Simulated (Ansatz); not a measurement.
Single-point calculation of SrVO₃ (part 2 of 3)

SrVO₃ (Pm-3m, 5 atoms in the cell); DFT r2SCAN+U+J, scalar-relativistic, plane waves, PAW, U = 2 eV, J = 0.7 eV on V atom 2 d, spin-polarised (Ansatz 0.2.0); cutoff 500 eV, 5×5×5 k-mesh, Gaussian smearing of 0.05 eV, collinear spins. The structure derives from an entry of the Crystallography Open Database. It belongs to a series of runs on one base structure; here: random orbitals: random, high filling.

Geometry of the input (Å; fractional positions):
```
3.8409  0.0000  0.0000
0.0000  3.8409  0.0000
0.0000  0.0000  3.8409
Sr 0.5000  0.5000  0.5000
V  0.0000  0.0000  0.0000
O  0.5000  0.0000  0.0000
O  0.0000  0.5000  0.0000
O  0.0000  0.0000  0.5000
```

Log, continued:
```
SCF iter   1: F=—  HF=-8183.061544 eV  |F-HF|=—  |Δ(HF+E_count)|=         —  Δρ=3.42e-2 (↑3.42e-2 ↓2.90e-2)  dr2=2.09e0  dr2_τ=8.50e-2  dr2_m=6.36e-2  M=0.872 μB ∫|m|=0.980 μB  β_m=0.30  ethr=3.10e-3  ⟨swp⟩=7.2  Hψ=16226  notcnv=0
preconditioner: auto → Kerker (q_TF=auto, 2.585 Å⁻¹)  [metal: Δε(μ)=0.015 eV  Ē_g=13.710 eV  σ=0.050 eV  W_gap=0.17  n_scr=18 (ndim 8)  ℏωp=27.5 eV  f_vac=0.000  D(μ)=1.65/eV (n_scr^D=6)]
spin=Collinear: Kerker preconditioning applied to the charge; magnetization (m = ρ↑ − ρ↓) channel mixes plain (no charge-response kernel on spin).
SCF iter   2: F=—  HF=-8183.377039 eV  |F-HF|=—  |Δ(HF+E_count)|=   3.15e-1  Δρ=2.31e-2 (↑2.31e-2 ↓2.12e-2)  dr2=8.95e-1  dr2_τ=1.02e-2  dr2_m=3.66e-2  M=0.895 μB ∫|m|=1.012 μB  β_m=1.00  ethr=3.10e-3  ⟨swp⟩=2.0  Hψ=4868  notcnv=0  defer=166  κ⁻¹=1.0e0(r=1)
SCF iter   3: F=—  HF=-8183.465348 eV  |F-HF|=—  |Δ(HF+E_count)|=   8.83e-2  Δρ=1.38e-2 (↑1.38e-2 ↓1.12e-2)  dr2=2.48e-1  dr2_τ=5.85e-3  dr2_m=9.45e-3  M=0.955 μB ∫|m|=1.105 μB  β_m=1.00  ethr=2.18e-3  ⟨swp⟩=2.4  Hψ=5540  notcnv=0  defer=166  κ⁻¹=1.6e-2(r=2)
SCF iter   4: F=—  HF=-8183.473617 eV  |F-HF|=—  |Δ(HF+E_count)|=   8.27e-3  Δρ=7.39e-3 (↑6.52e-3 ↓7.39e-3)  dr2=8.91e-2  dr2_τ=3.33e-3  dr2_m=1.82e-3  M=0.998 μB ∫|m|=1.141 μB  β_m=1.00  ethr=6.06e-4  ⟨swp⟩=2.3  Hψ=6093  notcnv=0  defer=165  κ⁻¹=2.9e-3(r=3)
SCF iter   5: F=—  HF=-8183.477863 eV  |F-HF|=—  |Δ(HF+E_count)|=   4.25e-3  Δρ=3.85e-3 (↑3.85e-3 ↓3.52e-3)  dr2=1.62e-2  dr2_τ=5.82e-4  dr2_m=5.36e-4  M=1.000 μB ∫|m|=1.159 μB  β_m=1.00  ethr=2.17e-4  ⟨swp⟩=2.1  Hψ=4323  notcnv=0  defer=153  κ⁻¹=1.2e-3(r=4)
SCF iter   6: F=—  HF=-8183.493536 eV  |F-HF|=—  |Δ(HF+E_count)|=   1.57e-2  Δρ=1.42e-3 (↑1.42e-3 ↓1.20e-3)  dr2=3.36e-3  dr2_τ=1.16e-4  dr2_m=4.38e-5  M=1.000 μB ∫|m|=1.166 μB  β_m=1.20  ethr=3.96e-5  ⟨swp⟩=2.3  Hψ=5974  notcnv=0  defer=147
Mixer restart at iter 6: flushing history
spin-set hold released at iteration 6 (site moments contracting): the magnetisation degrees of freedom join the quasi-Newton model from the next iteration; the mixer history was flushed
SCF iter   7: F=-8183.995431 eV  HF=-8183.740117 eV  |F-HF|=2.55e-1  |Δ(HF+E_count)|=         —  Δρ=2.76e-3 (↑2.76e-3 ↓1.47e-3)  dr2=7.93e-3  dr2_τ=8.47e-5  dr2_m=6.46e-4  M=1.000 μB ∫|m|=1.186 μB  β_m=1.20  ethr=8.20e-6  ⟨swp⟩=2.3  Hψ=5305  notcnv=0  defer=143
SCF iter   8: F=-8184.018252 eV  HF=-8183.876323 eV  |F-HF|=1.42e-1  |Δ(HF+E_count)|=   1.36e-1  Δρ=2.99e-3 (↑2.99e-3 ↓1.43e-3)  dr2=8.00e-3  dr2_τ=7.64e-5  dr2_m=5.90e-4  M=1.000 μB ∫|m|=1.208 μB  β_m=1.20  ethr=8.20e-6  ⟨swp⟩=2.1  Hψ=6825  notcnv=0  defer=138  κ⁻¹=1.0e0(r=1)
SCF iter   9: F=-8184.061617 eV  HF=-8184.048146 eV  |F-HF|=1.35e-2  |Δ(HF+E_count)|=   1.72e-1  Δρ=2.65e-3 (↑2.65e-3 ↓2.35e-3)  dr2=4.51e-3  dr2_τ=1.39e-4  dr2_m=5.31e-4  M=1.000 μB ∫|m|=1.270 μB  β_m=1.20  ethr=8.20e-6  ⟨swp⟩=2.4  Hψ=7329  notcnv=0  defer=134  κ⁻¹=5.2e-3(r=2)
SCF iter  10: F=-8184.066854 eV  HF=-8184.058639 eV  |F-HF|=8.21e-3  |Δ(HF+E_count)|=   1.05e-2  Δρ=2.35e-3 (↑2.35e-3 ↓1.56e-3)  dr2=2.77e-3  dr2_τ=6.18e-5  dr2_m=1.70e-4  M=1.000 μB ∫|m|=1.277 μB  β_m=1.20  ethr=8.20e-6  ⟨swp⟩=2.0  Hψ=6647  notcnv=0  defer=133  κ⁻¹=5.2e-3(r=3)
SCF iter  11: F=-8184.072812 eV  HF=-8184.067675 eV  |F-HF|=5.14e-3  |Δ(HF+E_count)|=   9.04e-3  Δρ=2.04e-3 (↑2.04e-3 ↓1.24e-3)  dr2=1.91e-3  dr2_τ=4.34e-5  dr2_m=1.45e-4  M=1.000 μB ∫|m|=1.292 μB  β_m=1.20  ethr=6.77e-6  ⟨swp⟩=2.0  Hψ=6474  notcnv=0  defer=133  κ⁻¹=1.8e-3(r=4)
SCF iter  12: F=-8184.080534 eV  HF=-8184.075742 eV  |F-HF|=4.79e-3  |Δ(HF+E_count)|=   8.07e-3  Δρ=2.33e-3 (↑2.33e-3 ↓1.09e-3)  dr2=1.98e-3  dr2_τ=4.12e-5  dr2_m=2.40e-4  M=1.000 μB ∫|m|=1.313 μB  β_m=1.20  ethr=4.65e-6  ⟨swp⟩=2.0  Hψ=6861  notcnv=0  defer=133  κ⁻¹=9.4e-4(r=5)
SCF iter  13: F=-8184.077785 eV  HF=-8184.073455 eV  |F-HF|=4.33e-3  |Δ(HF+E_count)|=   2.29e-3  Δρ=2.32e-3 (↑2.32e-3 ↓1.00e-3)  dr2=1.83e-3  dr2_τ=4.35e-5  dr2_m=3.02e-4  M=1.000 μB ∫|m|=1.306 μB  β_m=1.20  ethr=4.65e-6  ⟨swp⟩=1.5  Hψ=3825  notcnv=0  defer=133  κ⁻¹=1.2e-4(r=6)
SCF iter  14: F=-8184.072332 eV  HF=-8184.069183 eV  |F-HF|=3.15e-3  |Δ(HF+E_count)|=   4.27e-3  Δρ=1.99e-3 (↑1.99e-3 ↓9.82e-4)  dr2=1.50e-3  dr2_τ=4.22e-5  dr2_m=2.21e-4  M=1.000 μB ∫|m|=1.290 μB  β_m=1.20  ethr=4.47e-6  ⟨swp⟩=2.2  Hψ=5365  notcnv=0  defer=133  κ⁻¹=9.8e-5(r=7)
SCF iter  15: F=-8184.066426 eV  HF=-8184.064351 eV  |F-HF|=2.08e-3  |Δ(HF+E_count)|=   4.83e-3  Δρ=2.44e-3 (↑2.44e-3 ↓6.63e-4)  dr2=1.82e-3  dr2_τ=5.83e-5  dr2_m=5.64e-4  M=1.000 μB ∫|m|=1.269 μB  β_m=1.20  ethr=3.65e-6  ⟨swp⟩=2.0  Hψ=6557  notcnv=0  defer=133  κ⁻¹=8.2e-5(r=8)
SCF iter  16: F=-8184.061948 eV  HF=-8184.058759 eV  |F-HF|=3.19e-3  |Δ(HF+E_count)|=   5.59e-3  Δρ=3.06e-3 (↑3.06e-3 ↓6.62e-4)  dr2=2.39e-3  dr2_τ=8.14e-5  dr2_m=9.72e-4  M=1.000 μB ∫|m|=1.250 μB  β_m=1.20  ethr=3.65e-6  ⟨swp⟩=2.0  Hψ=5846  notcnv=0  defer=133  κ⁻¹=8.4e-5(r=8)
SCF iter  17: F=-8184.087429 eV  HF=-8184.087632 eV  |F-HF|=2.03e-4  |Δ(HF+E_count)|=   2.89e-2  Δρ=1.44e-3 (↑1.44e-3 ↓5.23e-4)  dr2=1.03e-3  dr2_τ=3.08e-5  dr2_m=2.41e-4  M=1.000 μB ∫|m|=1.353 μB  β_m=1.20  ethr=3.65e-6  ⟨swp⟩=2.9  Hψ=7298  notcnv=0  defer=133  κ⁻¹=1.6e-3(r=8)
SCF iter  18: F=-8184.088225 eV  HF=-8184.088324 eV  |F-HF|=9.89e-5  |Δ(HF+E_count)|=   6.92e-4  Δρ=1.46e-3 (↑1.46e-3 ↓4.40e-4)  dr2=8.26e-4  dr2_τ=2.45e-5  dr2_m=2.46e-4  M=1.000 μB ∫|m|=1.371 μB  β_m=1.20  ethr=2.51e-6  ⟨swp⟩=2.1  Hψ=7322  notcnv=0  defer=132  κ⁻¹=1.4e-3(r=8)
SCF iter  19: F=-8184.088354 eV  HF=-8184.088400 eV  |F-HF|=4.52e-5  |Δ(HF+E_count)|=   7.59e-5  Δρ=1.26e-3 (↑1.26e-3 ↓4.12e-4)  dr2=6.14e-4  dr2_τ=1.78e-5  dr2_m=1.73e-4  M=1.000 μB ∫|m|=1.370 μB  β_m=1.20  ethr=2.02e-6  ⟨swp⟩=2.0  Hψ=4161  notcnv=0  defer=132  κ⁻¹=1.4e-3(r=8)
SCF iter  20: F=-8184.088697 eV  HF=-8184.088615 eV  |F-HF|=8.23e-5  |Δ(HF+E_count)|=   2.15e-4  Δρ=6.89e-4 (↑6.89e-4 ↓3.09e-4)  dr2=1.89e-4  dr2_τ=4.58e-6  dr2_m=4.25e-5  M=1.000 μB ∫|m|=1.370 μB  β_m=1.20  ethr=1.50e-6  ⟨swp⟩=2.0  Hψ=6266  notcnv=0  defer=132  κ⁻¹=1.4e-3(r=8)
SCF iter  21: F=-8184.088814 eV  HF=-8184.088732 eV  |F-HF|=8.23e-5  |Δ(HF+E_count)|=   1.17e-4  Δρ=5.46e-4 (↑5.46e-4 ↓2.50e-4)  dr2=1.20e-4  dr2_τ=2.76e-6  dr2_m=2.58e-5  M=1.000 μB ∫|m|=1.368 μB  β_m=1.20  ethr=4.61e-7  ⟨swp⟩=2.0  Hψ=5918  notcnv=0  defer=132  κ⁻¹=1.2e-3(r=8)
SCF iter  22: F=-8184.088863 eV  HF=-8184.088795 eV  |F-HF|=6.80e-5  |Δ(HF+E_count)|=   6.36e-5  Δρ=5.28e-4 (↑5.28e-4 ↓1.85e-4)  dr2=9.70e-5  dr2_τ=2.58e-6  dr2_m=3.37e-5  M=1.000 μB ∫|m|=1.366 μB  β_m=1.20  ethr=2.92e-7  ⟨swp⟩=2.0  Hψ=6157  notcnv=0  defer=132  κ⁻¹=7.8e-4(r=8)
SCF iter  23: F=-8184.088926 eV  HF=-8184.088897 eV  |F-HF|=2.96e-5  |Δ(HF+E_count)|=   1.01e-4  Δρ=2.76e-4 (↑2.76e-4 ↓1.53e-4)  dr2=2.48e-5  dr2_τ=1.35e-6  dr2_m=1.42e-5  M=1.000 μB ∫|m|=1.358 μB  β_m=1.20  ethr=2.37e-7  ⟨swp⟩=2.0  Hψ=5811  notcnv=0  defer=132  κ⁻¹=7.9e-4(r=8)
SCF iter  24: F=-8184.088965 eV  HF=-8184.088953 eV  |F-HF|=1.15e-5  |Δ(HF+E_count)|=   5.64e-5  Δρ=1.60e-4 (↑1.60e-4 ↓7.81e-5)  dr2=1.02e-5  dr2_τ=3.68e-7  dr2_m=3.03e-6  M=1.000 μB ∫|m|=1.359 μB  β_m=1.20  ethr=6.06e-8  ⟨swp⟩=2.0  Hψ=5721  notcnv=0  defer=134  κ⁻¹=5.1e-4(r=8)
SCF iter  25: F=-8184.088946 eV  HF=-8184.088933 eV  |F-HF|=1.31e-5  |Δ(HF+E_count)|=   2.07e-5  Δρ=1.67e-4 (↑1.67e-4 ↓6.76e-5)  dr2=1.09e-5  dr2_τ=2.69e-7  dr2_m=2.82e-6  M=1.000 μB ∫|m|=1.359 μB  β_m=1.20  ethr=2.49e-8  ⟨swp⟩=2.0  Hψ=5712  notcnv=0  defer=134  κ⁻¹=1.1e-3(r=8)
SCF iter  26: F=-8184.088964 eV  HF=-8184.088952 eV  |F-HF|=1.24e-5  |Δ(HF+E_count)|=   1.90e-5  Δρ=1.52e-4 (↑1.52e-4 ↓6.71e-5)  dr2=1.05e-5  dr2_τ=1.95e-7  dr2_m=1.73e-6  M=1.000 μB ∫|m|=1.359 μB  β_m=1.20  ethr=2.49e-8  ⟨swp⟩=2.0  Hψ=5257  notcnv=0  defer=134  κ⁻¹=4.2e-4(r=8)
SCF iter  27: F=-8184.088962 eV  HF=-8184.088950 eV  |F-HF|=1.24e-5  |Δ(HF+E_count)|=   1.85e-6  Δρ=1.49e-4 (↑1.49e-4 ↓6.73e-5)  dr2=1.01e-5  dr2_τ=1.82e-7  dr2_m=1.59e-6  M=1.000 μB ∫|m|=1.360 μB  β_m=1.20  ethr=2.49e-8  ⟨swp⟩=1.0  Hψ=3123  notcnv=0  defer=134  κ⁻¹=2.2e-5(r=8)
SCF iter  28: F=-8184.088936 eV  HF=-8184.088923 eV  |F-HF|=1.30e-5  |Δ(HF+E_count)|=   2.68e-5  Δρ=1.51e-4 (↑1.51e-4 ↓6.75e-5)  dr2=1.02e-5  dr2_τ=1.98e-7  dr2_m=1.84e-6  M=1.000 μB ∫|m|=1.360 μB  β_m=1.20  ethr=2.47e-8  ⟨swp⟩=2.0  Hψ=5462  notcnv=0  defer=134  κ⁻¹=3.4e-5(r=8)
SCF iter  29: F=-8184.088952 eV  HF=-8184.088940 eV  |F-HF|=1.19e-5  |Δ(HF+E_count)|=   1.70e-5  Δρ=1.41e-4 (↑1.41e-4 ↓6.12e-5)  dr2=9.41e-6  dr2_τ=1.62e-7  dr2_m=1.25e-6  M=1.000 μB ∫|m|=1.360 μB  β_m=1.20  ethr=2.47e-8  ⟨swp⟩=2.0  Hψ=5360  notcnv=0  defer=134  κ⁻¹=4.1e-5(r=8)
SCF iter  30: F=-8184.088953 eV  HF=-8184.088941 eV  |F-HF|=1.19e-5  |Δ(HF+E_count)|=   1.61e-6  Δρ=1.37e-4 (↑1.37e-4 ↓6.35e-5)  dr2=9.37e-6  dr2_τ=1.44e-7  dr2_m=9.98e-7  M=1.000 μB ∫|m|=1.360 μB  β_m=1.20  ethr=2.30e-8  ⟨swp⟩=1.0  Hψ=3135  notcnv=0  defer=134  κ⁻¹=4.3e-5(r=8)
SCF iter  31: F=-8184.088945 eV  HF=-8184.088933 eV  |F-HF|=1.18e-5  |Δ(HF+E_count)|=   7.92e-6  Δρ=1.33e-4 (↑1.33e-4 ↓6.44e-5)  dr2=8.97e-6  dr2_τ=1.35e-7  dr2_m=8.61e-7  M=1.000 μB ∫|m|=1.360 μB  β_m=1.20  ethr=2.29e-8  ⟨swp⟩=1.1  Hψ=3136  notcnv=0  defer=134  κ⁻¹=2.9e-4(r=8)
SCF iter  32: F=-8184.088915 eV  HF=-8184.088905 eV  |F-HF|=9.79e-6  |Δ(HF+E_count)|=   2.82e-5  Δρ=1.02e-4 (↑1.02e-4 ↓6.08e-5)  dr2=5.60e-6  dr2_τ=1.05e-7  dr2_m=3.93e-7  M=1.000 μB ∫|m|=1.360 μB  β_m=1.20  ethr=2.19e-8  ⟨swp⟩=2.0  Hψ=5647  notcnv=0  defer=134  κ⁻¹=4.1e-4(r=8)
SCF iter  33: F=-8184.088945 eV  HF=-8184.088937 eV  |F-HF|=7.34e-6  |Δ(HF+E_count)|=   3.21e-5  Δρ=9.98e-5 (↑9.98e-5 ↓4.00e-5)  dr2=3.69e-6  dr2_τ=6.98e-8  dr2_m=5.68e-7  M=1.000 μB ∫|m|=1.360 μB  β_m=1.20  ethr=1.37e-8  ⟨swp⟩=2.0  Hψ=5589  notcnv=0  defer=134  κ⁻¹=5.7e-4(r=8)
SCF iter  34: F=-8184.088940 eV  HF=-8184.088932 eV  |F-HF|=7.62e-6  |Δ(HF+E_count)|=   5.02e-6  Δρ=1.00e-4 (↑1.00e-4 ↓4.39e-5)  dr2=3.92e-6  dr2_τ=6.71e-8  dr2_m=4.90e-7  M=1.000 μB ∫|m|=1.360 μB  β_m=1.20  ethr=9.00e-9  ⟨swp⟩=2.0  Hψ=3791  notcnv=0  defer=134  κ⁻¹=6.2e-4(r=8)
SCF iter  35: F=-8184.088959 eV  HF=-8184.088952 eV  |F-HF|=7.26e-6  |Δ(HF+E_count)|=   1.97e-5  Δρ=9.25e-5 (↑9.25e-5 ↓3.92e-5)  dr2=3.20e-6  dr2_τ=6.12e-8  dr2_m=4.38e-7  M=1.000 μB ∫|m|=1.360 μB  β_m=1.20  ethr=9.00e-9  ⟨swp⟩=2.0  Hψ=5518  notcnv=0  defer=134  κ⁻¹=5.4e-4(r=8)
SCF iter  36: F=-8184.088968 eV  HF=-8184.088961 eV  |F-HF|=7.54e-6  |Δ(HF+E_count)|=   8.86e-6  Δρ=9.16e-5 (↑9.16e-5 ↓3.96e-5)  dr2=3.18e-6  dr2_τ=6.20e-8  dr2_m=4.18e-7  M=1.000 μB ∫|m|=1.360 μB  β_m=1.20  ethr=7.81e-9  ⟨swp⟩=2.0  Hψ=4509  notcnv=0  defer=134  κ⁻¹=1.2e-3(r=8)
SCF iter  37: F=-8184.088961 eV  HF=-8184.088954 eV  |F-HF|=6.83e-6  |Δ(HF+E_count)|=   6.77e-6  Δρ=8.54e-5 (↑8.54e-5 ↓3.83e-5)  dr2=2.79e-6  dr2_τ=5.87e-8  dr2_m=3.55e-7  M=1.000 μB ∫|m|=1.360 μB  β_m=1.20  ethr=7.77e-9  ⟨swp⟩=2.0  Hψ=4453  notcnv=0  defer=134  κ⁻¹=1.2e-3(r=8)
SCF iter  38: F=-8184.088937 eV  HF=-8184.088933 eV  |F-HF|=3.99e-6  |Δ(HF+E_count)|=   2.08e-5  Δρ=6.14e-5 (↑6.14e-5 ↓3.34e-5)  dr2=1.64e-6  dr2_τ=4.42e-8  dr2_m=1.85e-7  M=1.000 μB ∫|m|=1.360 μB  β_m=1.20  ethr=6.81e-9  ⟨swp⟩=2.1  Hψ=5754  notcnv=0  defer=134  κ⁻¹=1.1e-3(r=8)
SCF iter  39: F=-8184.088922 eV  HF=-8184.088920 eV  |F-HF|=2.09e-6  |Δ(HF+E_count)|=   1.34e-5  Δρ=4.60e-5 (↑4.60e-5 ↓2.64e-5)  dr2=1.16e-6  dr2_τ=2.64e-8  dr2_m=1.09e-7  M=1.000 μB ∫|m|=1.359 μB  β_m=1.20  ethr=3.99e-9  ⟨swp⟩=2.2  Hψ=5768  notcnv=0  defer=134  κ⁻¹=1.2e-3(r=8)
SCF iter  40: F=-8184.088913 eV  HF=-8184.088912 eV  |F-HF|=8.93e-7  |Δ(HF+E_count)|=   7.60e-6  Δρ=3.19e-5 (↑3.19e-5 ↓2.08e-5)  dr2=8.47e-7  dr2_τ=1.24e-8  dr2_m=3.54e-8  M=1.000 μB ∫|m|=1.359 μB  β_m=1.20  ethr=2.82e-9  ⟨swp⟩=2.4  Hψ=5845  notcnv=0  defer=134  κ⁻¹=1.7e-3(r=8)
SCF iter  41: F=-8184.088913 eV  HF=-8184.088913 eV  |F-HF|=1.79e-7  |Δ(HF+E_count)|=   2.15e-7  Δρ=1.75e-5 (↑1.75e-5 ↓1.61e-5)  dr2=4.92e-7  dr2_τ=5.09e-9  dr2_m=7.03e-9  M=1.000 μB ∫|m|=1.359 μB  β_m=1.20  ethr=2.07e-9  ⟨swp⟩=2.1  Hψ=5720  notcnv=0  defer=134  κ⁻¹=3.3e-3(r=8)
SCF iter  42: F=-8184.088913 eV  HF=-8184.088913 eV  |F-HF|=5.53e-8  |Δ(HF+E_count)|=   2.39e-7  Δρ=1.37e-5 (↑1.37e-5 ↓7.25e-6)  dr2=1.58e-7  dr2_τ=2.64e-9  dr2_m=1.72e-8  M=1.000 μB ∫|m|=1.359 μB  β_m=1.20  ethr=1.20e-9  ⟨swp⟩=2.0  Hψ=5712  notcnv=0  defer=134  κ⁻¹=3.7e-3(r=8)
iter 43 did not close the SCF: its close was put off for a magnetic moment that had not settled (scf_convergence_deferred on its scf_iter line)
SCF iter  43: F=-8184.088912 eV  HF=-8184.088912 eV  |F-HF|=1.64e-9  |Δ(HF+E_count)|=   7.75e-7  Δρ=9.65e-6 (↑9.65e-6 ↓5.07e-6)  dr2=7.31e-8  dr2_τ=1.08e-9  dr2_m=7.69e-9  M=1.000 μB ∫|m|=1.359 μB  β_m=1.20  ethr=2.44e-10  ⟨swp⟩=13.9  Hψ=26297  notcnv=0  κ⁻¹=3.8e-3(r=8)
SCF iter  44: F=-8184.088912 eV  HF=-8184.088912 eV  |F-HF|=3.69e-8  |Δ(HF+E_count)|=   1.78e-7  Δρ=7.17e-6 (↑7.17e-6 ↓5.02e-6)  dr2=4.35e-8  dr2_τ=6.24e-10  dr2_m=1.38e-9  M=1.000 μB ∫|m|=1.359 μB  ethr=1.78e-10  ⟨swp⟩=7.4  Hψ=21296  notcnv=0
WARN: hamiltonian.hubbard: on 1 of 2 specified blocks the occupation matrix of this SCF's result fails the test of the specified filling. At site 1 ↑ (sites count from 0 in the list of atoms of the cell that this SCF solves) the least filled combination of the orbitals specified full has occupation 0.437, and the fullest combination of the orbitals specified empty has occupation 0.568; the filling counts as kept where the first is at least 0.75 and exceeds the second by more than 0.25. The state of this SCF's result may not hold the specified filling, though these bounds can also misjudge a state that does. This warning does not say which state is lower in energy, or whether the specified filling is a self-consistent state at all; see hamiltonian.hubbard.sites[].starting_ns, Limitations, and scf.initial_density.shell_occupations in the input reference
SCF 1 converged in 44 iterations: F = -8184.088912 eV  dr2 = 4.35e-8
  greatest PAW one-centre occupation: 1.000 electrons in one spin orbital (limit 2), on the V atom at site 1 (counted from 0), in its partial waves of l = 0
```

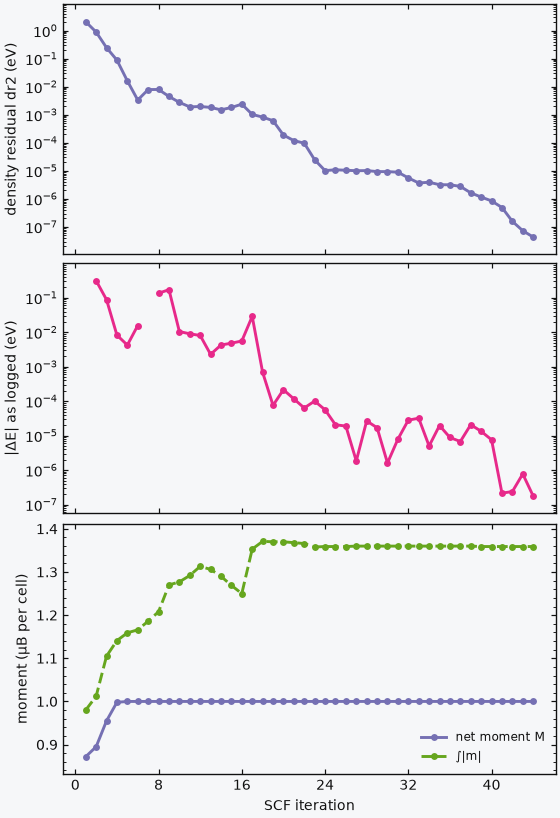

Convergence of the self-consistent field: density residual dr2, size of the energy change and magnetic moment against the SCF iteration. The residual lingers near 9 × 10⁻⁶ from about step 24 to 37 before it falls again. The net moment goes from 0.9 to 1.0 μB per cell.
